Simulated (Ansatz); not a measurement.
**Geometry relaxation, with input and output: Ti6H2O13 (part 5 of 5)**

Continued. System: Ti6H2O13 (slab, 21 atoms in the cell). Method: DFT PBE+D3(BJ), scalar-relativistic, plane waves, PAW, no spin polarisation (Ansatz 0.2.0); cutoff 420 eV, 8×5×1 k-mesh, Gaussian smearing of 0.05 eV. The structure derives from an entry of the Crystallography Open Database. The input holds or restrains some coordinates.

Geometry of the input (Å; fractional positions):
```
3.7874  0.0000  0.0000
-1.8937  5.1467  0.0000
0.0000  0.0000  28.7695
O  0.3153  0.6306  0.2955
Ti 0.1354  0.2708  0.3209
O  0.5992  0.1983  0.3261
O  0.9554  0.9109  0.3464
Ti 0.4192  0.8384  0.3515
O  0.2393  0.4786  0.3770
O  0.4507  0.9014  0.4179
Ti 0.2708  0.5415  0.4433
O  0.7345  0.4691  0.4485
O  0.0906  0.1812  0.4683
Ti 0.5496  0.0991  0.4727
O  0.3784  0.7568  0.5003
O  0.5971  0.1942  0.5391
Ti 0.4142  0.8284  0.5715
O  0.8775  0.7551  0.5720
O  0.2369  0.4737  0.5998
Ti 0.6857  0.3713  0.5922
O  0.5290  0.0581  0.6216
O  0.5290  0.0581  0.6765
H  0.3247  0.1010  0.6897
H  0.5032  -0.1083  0.6897
```

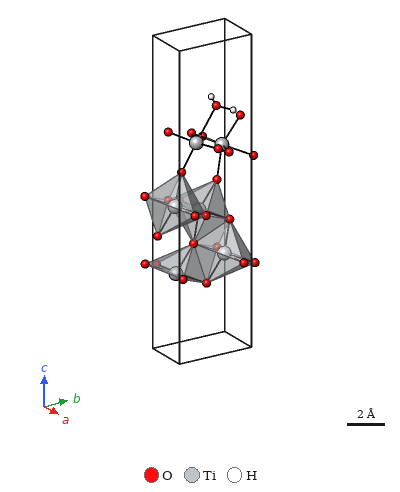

The geometry at step 46 of the log (polyhedral view of the cell of the calculation, with the vacuum cut short, seen slightly off an axis; polyhedra are completed across the faces of the cell).

Trajectory as extended XYZ, continued:
```
21
Lattice="3.7874 0.0000 0.0000 -1.8937 5.1467 0.0000 0.0000 0.0000 28.7695" Properties=species:S:1:pos:R:3:forces:R:3 step=40 energy=-22433.77966
O     0.0000    3.2456    8.5000   -0.0001  -1.8435   1.0171
Ti    0.0000    1.3935    9.2329    0.0002   3.7979   1.7164
O     1.8937    1.0206    9.3804   -0.0001   0.2993  -1.1010
O     1.8937    4.6882    9.9657   -0.0002   0.4019  -0.1180
Ti    0.0000    4.3153   10.1133   -0.0004  -1.5459  -1.7342
O     0.0000    2.4632   10.8462    0.0010  -1.0623  -0.4654
O     0.0000    4.6391   12.0217   -0.0095  -0.0856   0.0394
Ti    0.0000    2.7870   12.7546    0.0003  -0.0184   0.7094
O     1.8937    2.4141   12.9021   -0.0024   0.0470  -0.0855
O    -0.0013    0.9344   13.4807   -0.0067  -0.0018  -0.0015
Ti    1.8936    0.5287   13.6105    0.0038   0.0072   0.0131
O     0.0038    3.8745   14.3758   -0.0003   0.0099   0.0281
O     1.8756    0.9385   15.5298    0.0141  -0.0187  -0.0637
Ti   -0.0176    4.1923   16.3585    0.0139   0.0285  -0.0032
O     1.8947    3.8259   16.4263    0.0000   0.0111   0.0134
O    -0.0067    2.3515   17.1599   -0.0006  -0.0171   0.0260
Ti    1.9118    1.8384   17.1141   -0.0194  -0.0301   0.0587
O     1.9253    0.1827   17.9027   -0.0555  -0.0034  -0.0209
O     1.7817    2.9433   19.1911   -0.3851   0.3997  -0.0227
H     1.7269    3.8900   18.8950    0.0205  -0.4804   0.1698
H     0.8697    2.7559   19.5129    0.4262   0.1045  -0.1751
21
Lattice="3.7874 0.0000 0.0000 -1.8937 5.1467 0.0000 0.0000 0.0000 28.7695" Properties=species:S:1:pos:R:3:forces:R:3 step=42 energy=-22433.78457 accepted=F
O     0.0000    3.2456    8.5000    0.0000  -1.8461   1.0163
Ti    0.0000    1.3935    9.2329    0.0003   3.7938   1.7136
O     1.8937    1.0206    9.3804    0.0000   0.3001  -1.1016
O     1.8937    4.6882    9.9657    0.0000   0.4029  -0.1202
Ti    0.0000    4.3153   10.1133   -0.0003  -1.5388  -1.7209
O     0.0000    2.4632   10.8462    0.0010  -1.0638  -0.4477
O     0.0000    4.6391   12.0217    0.0000  -0.0831   0.0743
Ti    0.0000    2.7870   12.7546    0.0004  -0.0260   0.6345
O     1.8937    2.4141   12.9021    0.0244   0.0424  -0.0745
O     0.0016    0.9348   13.4829   -0.0104  -0.0086   0.0024
Ti    1.8985    0.5285   13.6157   -0.0059   0.0517  -0.0923
O     0.0054    3.8746   14.3756   -0.0225   0.0006  -0.0542
O     1.8912    0.9402   15.5298    0.0115  -0.0248  -0.0433
Ti   -0.0172    4.1995   16.3403   -0.0230  -0.3252   0.1359
O     1.8928    3.8256   16.4208   -0.0464  -0.0304  -0.0386
O    -0.0051    2.3481   17.1795   -0.0828  -0.0282  -0.0439
Ti    1.9070    1.8230   17.1306   -0.0185   0.2704   0.0177
O     1.8661    0.1643   17.8952    0.0723   0.1285   0.1280
O     1.8020    2.9765   19.1684    0.1023  -0.1230   0.0684
H     1.8582    3.9090   18.8772    0.0139   0.0769  -0.0331
H     0.8776    2.8758   19.4592   -0.0164   0.0307  -0.0208
21
Lattice="3.7874 0.0000 0.0000 -1.8937 5.1467 0.0000 0.0000 0.0000 28.7695" Properties=species:S:1:pos:R:3:forces:R:3 step=44 energy=-22433.79502
O     0.0000    3.2456    8.5000    0.0002  -1.8448   1.0168
Ti    0.0000    1.3935    9.2329    0.0000   3.7952   1.7147
O     1.8937    1.0206    9.3804    0.0000   0.2998  -1.1013
O     1.8937    4.6882    9.9657    0.0000   0.4024  -0.1195
Ti    0.0000    4.3153   10.1133   -0.0004  -1.5418  -1.7255
O     0.0000    2.4632   10.8462   -0.0008  -1.0641  -0.4556
O     0.0000    4.6391   12.0217   -0.0003  -0.0885   0.0722
Ti    0.0000    2.7870   12.7546   -0.0025  -0.0142   0.6813
O     1.8937    2.4141   12.9021   -0.0104   0.0423  -0.0773
O    -0.0009    0.9344   13.4813    0.0016  -0.0023   0.0012
Ti    1.8953    0.5291   13.6135   -0.0040   0.0119  -0.0130
O    -0.0028    3.8735   14.3778   -0.0087  -0.0032  -0.0134
O     1.8849    0.9355   15.5306    0.0069   0.0071   0.0178
Ti   -0.0280    4.1894   16.3538    0.0053  -0.0582   0.0237
O     1.8815    3.8210   16.4243   -0.0012  -0.0092  -0.0156
O    -0.0145    2.3466   17.1803   -0.0029   0.0162  -0.0136
Ti    1.8984    1.8296   17.1261   -0.0195   0.0420  -0.0093
O     1.8669    0.1743   17.9038    0.0030  -0.0025   0.0210
O     1.8447    2.9634   19.1789   -0.0845   0.0626   0.0132
H     1.9312    3.9009   18.8976    0.0157  -0.0807   0.0172
H     0.9141    2.8921   19.4683    0.1023   0.0299  -0.0350
21
Lattice="3.7874 0.0000 0.0000 -1.8937 5.1467 0.0000 0.0000 0.0000 28.7695" Properties=species:S:1:pos:R:3:forces:R:3 step=46 energy=-22433.80336
O     0.0000    3.2456    8.5000    0.0004  -1.8460   1.0165
Ti    0.0000    1.3935    9.2329   -0.0002   3.7939   1.7130
O     1.8937    1.0206    9.3804    0.0000   0.3002  -1.1015
O     1.8937    4.6882    9.9657    0.0003   0.4028  -0.1205
Ti    0.0000    4.3153   10.1133   -0.0002  -1.5379  -1.7198
O     0.0000    2.4632   10.8462   -0.0026  -1.0655  -0.4508
O     0.0000    4.6391   12.0217    0.0113  -0.0750   0.0983
Ti    0.0000    2.7870   12.7546   -0.0040  -0.0092   0.6410
O     1.8937    2.4141   12.9021   -0.0109   0.0286  -0.0704
O     0.0005    0.9347   13.4829    0.0047  -0.0050   0.0071
Ti    1.8972    0.5305   13.6160   -0.0123   0.0104  -0.0328
O    -0.0093    3.8722   14.3755   -0.0047   0.0059  -0.0226
O     1.8989    0.9318   15.5350    0.0006   0.0069   0.0202
Ti   -0.0306    4.1809   16.3459    0.0082  -0.0919   0.0355
O     1.8757    3.8088   16.4084   -0.0062  -0.0194  -0.0403
O    -0.0143    2.3440   17.1947    0.0008   0.0156  -0.0403
Ti    1.8909    1.8218   17.1365   -0.0332   0.0976   0.0205
O     1.8196    0.1608   17.9033    0.0385  -0.0155   0.0590
O     1.9323    3.0067   19.1570   -0.2300   0.2416   0.0342
H     2.1982    3.9175   18.8771   -0.0797  -0.2567   0.0601
H     0.9968    3.1005   19.4386    0.3170   0.0176  -0.1070
21
Lattice="3.7874 0.0000 0.0000 -1.8937 5.1467 0.0000 0.0000 0.0000 28.7695" Properties=species:S:1:pos:R:3:forces:R:3 step=49 energy=-22433.81075
O     0.0000    3.2456    8.5000    0.0004  -1.8468   1.0161
Ti    0.0000    1.3935    9.2329   -0.0003   3.7935   1.7112
O     1.8937    1.0206    9.3804    0.0000   0.3003  -1.1015
O     1.8937    4.6882    9.9657    0.0003   0.4029  -0.1213
Ti    0.0000    4.3153   10.1133   -0.0002  -1.5336  -1.7162
O     0.0000    2.4632   10.8462   -0.0027  -1.0689  -0.4513
O     0.0000    4.6391   12.0217    0.0089  -0.0441   0.1268
Ti    0.0000    2.7870   12.7546   -0.0040  -0.0050   0.6084
O     1.8937    2.4141   12.9021   -0.0208   0.0078  -0.0669
O    -0.0004    0.9366   13.4893    0.0071  -0.0082   0.0023
Ti    1.8951    0.5326   13.6182   -0.0072  -0.0032  -0.0053
O    -0.0101    3.8711   14.3703   -0.0010  -0.0087   0.0254
O     1.8954    0.9179   15.5448   -0.0049   0.0237   0.0374
Ti   -0.0306    4.1601   16.3415    0.0273   0.0175  -0.0107
O     1.8754    3.7849   16.3925   -0.0175   0.0044  -0.0316
O    -0.0184    2.3297   17.1966    0.0551   0.0043   0.0030
Ti    1.8810    1.8075   17.1521   -0.0024  -0.0195  -0.0344
O     1.8255    0.1377   17.9133   -0.0261  -0.0253  -0.0149
O     1.9637    3.0439   19.1304   -0.0910   0.0721   0.0111
H     2.3293    3.9111   18.8334   -0.0263  -0.0651   0.0325
H     1.0433    3.2491   19.3836    0.1052   0.0019  -0.0202
21
Lattice="3.7874 0.0000 0.0000 -1.8937 5.1467 0.0000 0.0000 0.0000 28.7695" Properties=species:S:1:pos:R:3:forces:R:3 step=51 energy=-22433.81206
O     0.0000    3.2456    8.5000    0.0004  -1.8469   1.0160
Ti    0.0000    1.3935    9.2329   -0.0002   3.7934   1.7111
O     1.8937    1.0206    9.3804    0.0000   0.3003  -1.1015
O     1.8937    4.6882    9.9657    0.0003   0.4030  -0.1215
Ti    0.0000    4.3153   10.1133   -0.0001  -1.5331  -1.7158
O     0.0000    2.4632   10.8462   -0.0023  -1.0693  -0.4506
O     0.0000    4.6391   12.0217    0.0098  -0.0421   0.1298
Ti    0.0000    2.7870   12.7546   -0.0029  -0.0105   0.6003
O     1.8937    2.4141   12.9021   -0.0120   0.0006  -0.0652
O     0.0003    0.9359   13.4904    0.0024  -0.0003  -0.0010
Ti    1.8951    0.5324   13.6188   -0.0060   0.0038  -0.0084
O    -0.0085    3.8706   14.3695   -0.0011  -0.0008  -0.0020
O     1.8985    0.9178   15.5465    0.0065   0.0129   0.0129
Ti   -0.0238    4.1586   16.3373    0.0195  -0.0163   0.0189
O     1.8800    3.7814   16.3824   -0.0163  -0.0089  -0.0082
O    -0.0104    2.3289   17.1985   -0.0100   0.0005   0.0072
Ti    1.8831    1.8050   17.1544    0.0044   0.0104  -0.0204
O     1.8224    0.1319   17.9116    0.0007   0.0035   0.0048
O     1.9678    3.0542   19.1291   -0.0012   0.0168   0.0078
H     2.3659    3.9091   18.8412   -0.0098  -0.0206  -0.0040
H     1.0561    3.2918   19.3776    0.0181   0.0037  -0.0101
```

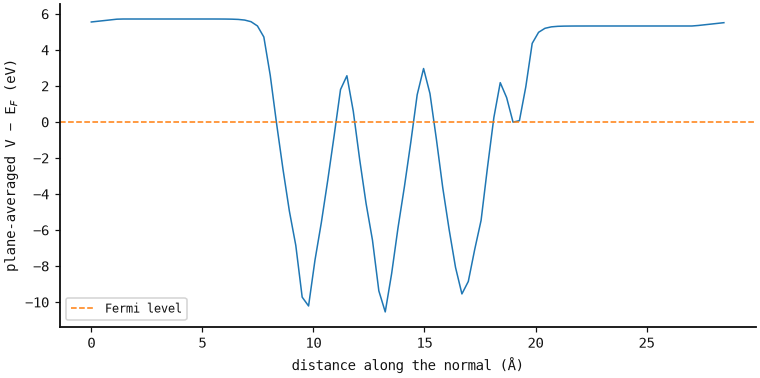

Plane average of the electrostatic potential energy of an electron across the cell, from the Fermi level. The vacuum level lies 5.33 eV above the Fermi level on the upper side and 5.72 eV on the lower.

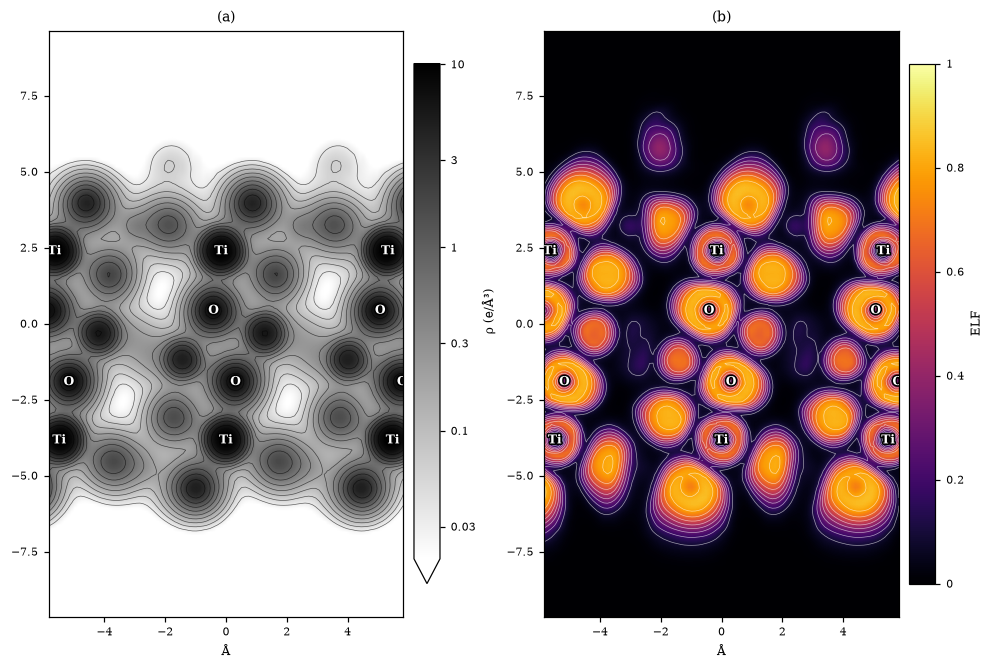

(a) valence pseudo-density; (b) electron localisation function on the (11̄0) plane of the calculation cell, a cut from vacuum to vacuum. Atoms in the plane: Ti and O. Ti–O (1.94 Å): ρ is about 0.72 e/Å³ halfway; the ELF is about 0.20 at the midpoint. Ti–O (1.99 Å): the density is about 0.64 e/Å³ at the midpoint; the ELF is about 0.20 at the midpoint. The density dies away to nearly zero in the vacuum. The strong features right at Ti lie inside the PAW spheres (semicore, d or f shells) and say nothing about bonding. Core electrons are frozen (PAW), so the fields are smoothed inside the atomic spheres.

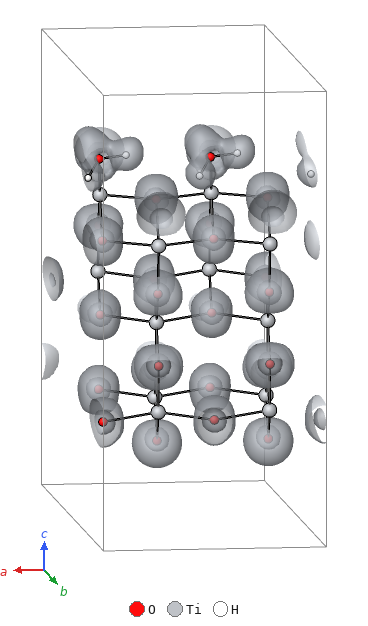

Isosurface of the electron localisation function at 0.75 (grey), seen at an oblique angle. Only the valence region is drawn (cores and ρ < 0.01 e/Å³ removed). Sticks mark near contacts. Counts are for one cell; the picture repeats the cell along the surface.  Values along the shortest contacts: O–H (0.97 Å): the ELF climbs to about 1 towards the hydrogen, as it does in any bond to H; a covalent bond by its length. Ti–O (1.84 Å): the ELF is about 0.25 at the midpoint.
